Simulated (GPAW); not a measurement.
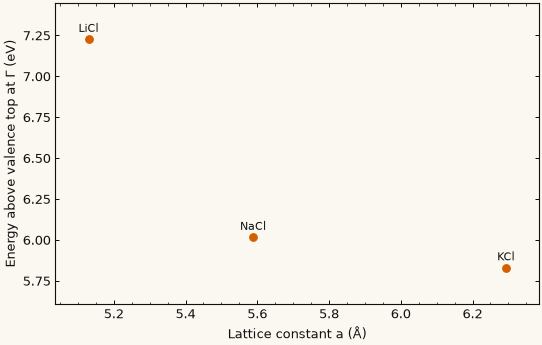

Lowest conduction level at Γ, counted from the valence-band top at Γ, for three rocksalt crystals against the lattice constant, each in its database cell. All by GPAW with r2SCAN, without spin-orbit coupling, no moments; potentials: GPAW PAW data sets (gpaw-data 1.2.1).

> How does the value at Γ change from Li to K?

LiCl 7.23, NaCl 6.02 and KCl 5.83 eV: it falls at each step to the heavier element.

| compound | a (Å) | k mesh | Γ (eV) |
| --- | --- | --- | --- |
| LiCl | 5.130 | 9×9×9 | 7.23 |
| NaCl | 5.588 | 7×7×7 | 6.02 |
| KCl | 6.293 | 7×7×7 | 5.83 |

The PAW data sets were made with another functional. LDA, GGA and most meta-GGA functionals understate gaps. NaCl: the cell is a database's computed one. The cells are as the databases list them, so they lie at different pressures for this functional.
